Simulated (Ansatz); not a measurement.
# Run report: Al, geometry relaxation (part 2 of 2)

The same run, continued: Al (P6₃/mmc, 4 atoms in the cell); DFT r2SCAN, scalar-relativistic, plane waves, PAW, no spin polarisation (Ansatz 0.2.0); cutoff 500 eV, 18×18×6 k-mesh, Gaussian smearing of 0.1 eV. The structure derives from a Materials Project entry.

Geometry of the input (Å; fractional positions):
```
2.8271  0.0000  0.0000
-1.4135  2.4483  0.0000
0.0000  0.0000  9.1860
Al 0.0000  0.0000  0.0000
Al 0.3333  0.6667  0.2500
Al 0.0000  0.0000  0.5000
Al 0.6667  0.3333  0.7500
```

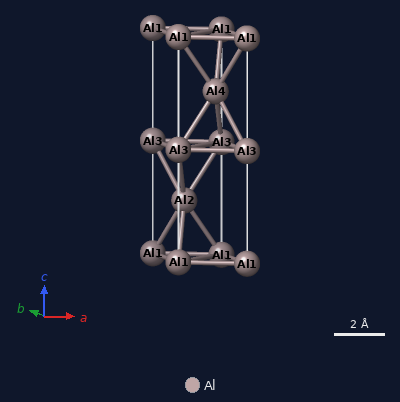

**Figure 1.** The geometry at step 3 of the log (ball-and-stick view of the cell of the calculation, seen slightly off an axis; atoms are numbered from 1 in the order of the input).

```
basis re-selected at this cell: Δ(F+E_penalty+E_count) = -5.582e-6 eV, ΔP = -0.000 GPa vs the last step (what re-selecting the basis moved, of the pressure what is left beyond the Pulay correction that the steps carried, after the strain that the cell walked since its last selection, with what the two solves' SCF thresholds leave and, on support functions, any second-order correction that the steps lacked; it is no measure of the basis error at this ecutwfc). This SCF's stress stands 5.18e-3 GPa from its target on what of the cell is left free (relax.cell.stress_tol is 5.00e-2 GPa) and its largest allowed force component is 3.64e-17 eV/Å (relax.f_tol is 5.00e-3 eV/Å): within both
SCF converged after 3 iterations
Free energy (F): -2161.584404 eV
Harris-Foulkes:  -2161.584404 eV  (|F-HF|=5.68e-11)
Internal energy: -2161.576667 eV  (E = F + TS)
E sigma→0 (E₀):  -2161.580536 eV
Entropy (-TS):   -0.007737 eV (-1.934 meV/atom)
Fermi energy:    8.303235 eV
--- Per-component energies (eV) ---
  E_band       = 42.127117
  E_kinetic    = 93.849295
  E_local      = 43.059238  (includes V_loc(G=0)·N_el)
  E_nonlocal   = 38.541417
  E_hartree    = 0.482402
  E_xc         = -147.567204
  E_vxc        = -125.575847  (∫ρ·V_xc dr)
  E_paw        = -1892.441247  (= ΣΔE_a)
  E_vpaw       = -13.635648  (= ΣTr[D̂ρ^β])
  E_aug_tail   = -0.000003  (compensation charges beyond the density's cutoff)
  E_vtau       = 4.923861  (kinetic-family band-sum trace: ∫τ·v_τ [+ j·A + Jᵃ·Aᵃ] dr)
  E_ewald      = -297.260134
  E_core_change = -0.240432  (= ΣΔE_core)
  E_smearing   = -0.007737  (= −TS)
  E_closure    = -0.000000  (closes the sum)
  Σ components = -2161.584404   (vs F -2161.584404, Δ=0.00e0)
--- Forces (eV/Å), atoms counted from 1 ---
  atom   1  Al     0.00000000    -0.00000000     0.00000000
  atom   2  Al     0.00000000     0.00000000     0.00000000
  atom   3  Al     0.00000000     0.00000000     0.00000000
  atom   4  Al    -0.00000000    -0.00000000     0.00000000
  max |Σ_I F_I| component: 6.94e-18 eV/Å
--- Stress (GPa, compression-positive) ---
        0.000548      -0.000000       0.000000
       -0.000000       0.000548       0.000000
        0.000000       0.000000      -0.005178
  P = ⅓ Tr σ = -0.0014 GPa (-0.014 kbar)
--- Band table (eV; the first three rows and the last of 148) ---
  k-point 0: bands = ["-3.7586", "-1.9415", "-1.9355", "3.1452", "3.6748", "11.9511", "11.9512", "20.0623", "20.0623", "20.1470"]
  k-point 1: bands = ["-3.7078", "-2.4922", "-1.2868", "2.2568", "4.6525", "10.3299", "13.6410", "20.1006", "20.1006", "20.1873"]
  k-point 2: bands = ["-3.5553", "-2.9469", "-0.5386", "1.2391", "5.9381", "8.7840", "15.3882", "18.9458", "20.2144", "20.2144"]
  k-point 147: bands = ["5.0381", "5.0381", "5.0646", "5.0646", "5.2709", "5.2709", "8.0492", "8.0492", "8.9544", "8.9544"]
--- Relaxed structure (4 steps of the walk, 4 accepted, 1 SCFs on fresh bases) ---
  F+E_penalty+E_count = -2161.58440399 eV   max|allowed force component| = 3.643e-17 eV/Å   (the final SCF, on the basis selected at the relaxed cell)
  cell:  # Å, volume = 63.8871 Å³
    - [2.822197970628924, 0.0, 0.0]
    - [-1.411098985314462, 2.444095137073537, 0.0]
    - [0.0, 0.0, 9.262059333540762]
  atoms:
    - { symbol: Al, position: [-4.996238484217829e-35, -2.8914911738459613e-34, -5.132261133125673e-36] }
    - { symbol: Al, position: [0.33333333333333337, 0.6666666666666667, 0.24999999999999997] }
    - { symbol: Al, position: [-4.83496364822925e-35, -2.883297079127305e-34, 0.49999999999999994] }
    - { symbol: Al, position: [0.6666666666666666, 0.33333333333333337, 0.7499999999999999] }
```

### Trajectory as extended XYZ (Å, eV, eV/Å), 5 frames, from step=1 to step=5
```
4
Lattice="2.8271 0.0000 0.0000 -1.4135 2.4483 0.0000 0.0000 0.0000 9.1860" Properties=species:S:1:pos:R:3:forces:R:3 step=1 energy=-2161.58286 pressure_GPa=0.45
Al    0.0000    0.0000    0.0000    0.0000   0.0000   0.0000
Al    0.0000    1.6322    2.2965    0.0000   0.0000   0.0000
Al    0.0000    0.0000    4.5930    0.0000   0.0000   0.0000
Al    1.4135    0.8161    6.8895    0.0000   0.0000   0.0000
4
Lattice="2.8274 0.0000 0.0000 -1.4137 2.4486 0.0000 0.0000 0.0000 9.2394" Properties=species:S:1:pos:R:3:forces:R:3 step=2 energy=-2161.58414 pressure_GPa=-0.11
Al    0.0000    0.0000    0.0000    0.0000   0.0000   0.0000
Al    0.0000    1.6324    2.3098    0.0000   0.0000   0.0000
Al    0.0000    0.0000    4.6197    0.0000   0.0000   0.0000
Al    1.4137    0.8162    6.9295    0.0000   0.0000   0.0000
4
Lattice="2.8230 0.0000 0.0000 -1.4115 2.4448 0.0000 0.0000 0.0000 9.2624" Properties=species:S:1:pos:R:3:forces:R:3 step=3 energy=-2161.58439 pressure_GPa=-0.06
Al    0.0000    0.0000    0.0000    0.0000   0.0000   0.0000
Al    0.0000    1.6299    2.3156    0.0000   0.0000   0.0000
Al    0.0000    0.0000    4.6312    0.0000   0.0000   0.0000
Al    1.4115    0.8149    6.9468    0.0000   0.0000   0.0000
4
Lattice="2.8222 0.0000 0.0000 -1.4111 2.4441 0.0000 0.0000 0.0000 9.2621" Properties=species:S:1:pos:R:3:forces:R:3 step=4 energy=-2161.58440 pressure_GPa=-0.00
Al    0.0000    0.0000    0.0000    0.0000   0.0000   0.0000
Al    0.0000    1.6294    2.3155    0.0000   0.0000   0.0000
Al    0.0000    0.0000    4.6310    0.0000   0.0000   0.0000
Al    1.4111    0.8147    6.9465    0.0000   0.0000   0.0000
4
Lattice="2.8222 0.0000 0.0000 -1.4111 2.4441 0.0000 0.0000 0.0000 9.2621" Properties=species:S:1:pos:R:3:forces:R:3 step=5 energy=-2161.58440 pressure_GPa=-0.00
Al    0.0000    0.0000    0.0000    0.0000   0.0000   0.0000
Al    0.0000    1.6294    2.3155    0.0000   0.0000   0.0000
Al    0.0000    0.0000    4.6310    0.0000   0.0000   0.0000
Al    1.4111    0.8147    6.9465    0.0000   0.0000   0.0000
```

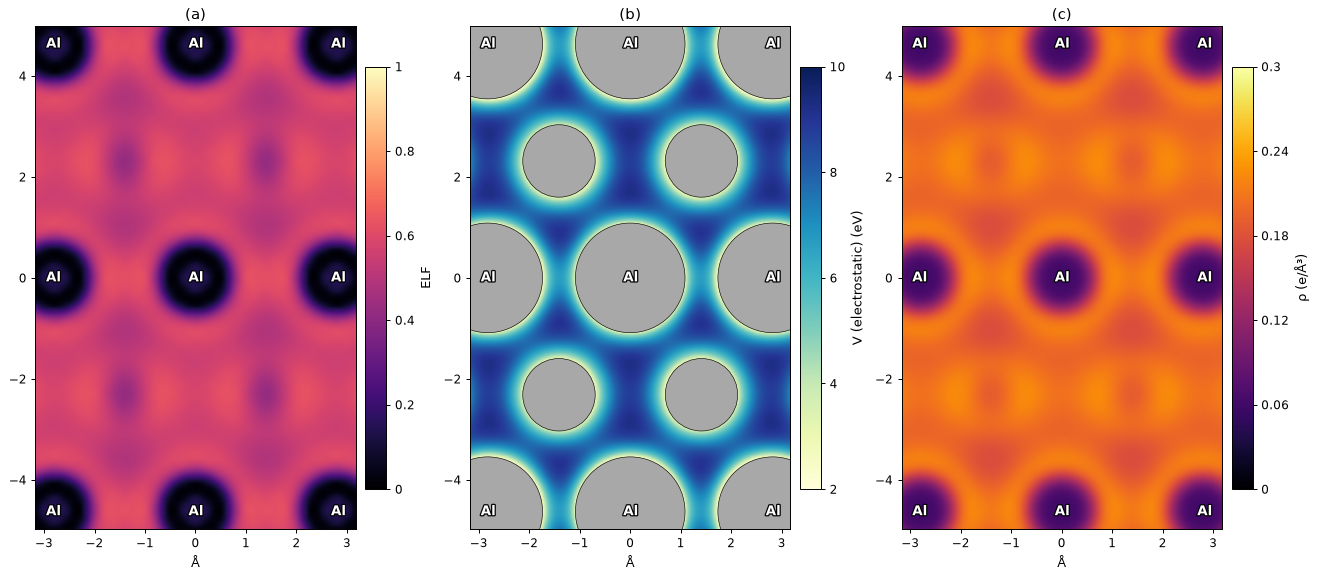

**Figure 2.** (a) electron localisation function; (b) electrostatic potential (local pseudopotential plus Hartree) felt by an electron; (c) valence pseudo-density on the (100) plane of the conventional cell. Grey discs, where drawn, cover atomic cores. Atoms in the plane: Al. Al–Al (2.82 Å): ρ at the midpoint is about 0.21 e/Å³; the ELF peaks at about 0.60 between the atoms. Away from the nuclei the density in this plane falls to 0.18 e/Å³ at its lowest. Outside the cores the potential energy rises away from the atoms and is highest about 1.7 Å from the nearest atoms; outside the discs it spans about 6 eV, and its zero is arbitrary. The fields are those of the smooth PAW valence density.

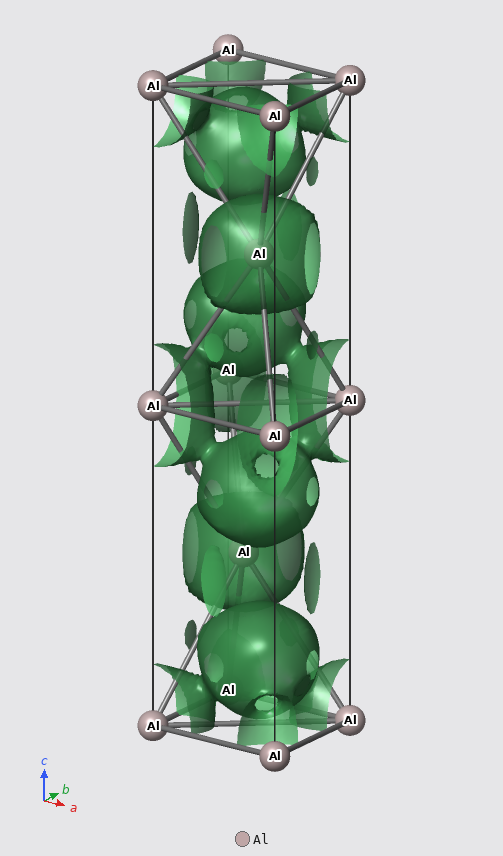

**Figure 3.** Isosurface of the electron localisation function at 0.5 (green), seen slightly off an axis. Only the valence region is drawn (cores and ρ < 0.01 e/Å³ removed). Sticks mark near contacts. The outline is the cell set on symmetry axes. The ELF exceeds this value in one network that runs through the whole crystal, counted in one cell of 4 atoms. Profiles from the grid: Al–Al (2.82 Å): the ELF peaks at about 0.65 between the atoms.

### Results in brief

| quantity | value |
| --- | --- |
| outcome | converged |
| space group (tolerance 0.01 Å) | P6₃/mmc (194) |
| electrons treated | 12 |
| free energy | −2161.5844 eV |
| Fermi energy | 8.303 eV |
| gap on the k-point mesh | none (metallic) |
| pressure | 0.00 GPa |
| final volume | 63.89 Å³ |
| largest force (length of the vector) at the end | under 0.001 eV/Å |
| final cell | a = 2.822 Å, b = 2.822 Å, c = 9.262 Å, α = 90.00°, β = 90.00°, γ = 120.00° |
| hardware | 1 thread of Intel Xeon @ 2.50GHz (Skylake/Cascade Lake), 32 GiB of memory available, shared host |
| wall time | 59 s |
| peak memory | 0.66 GiB |
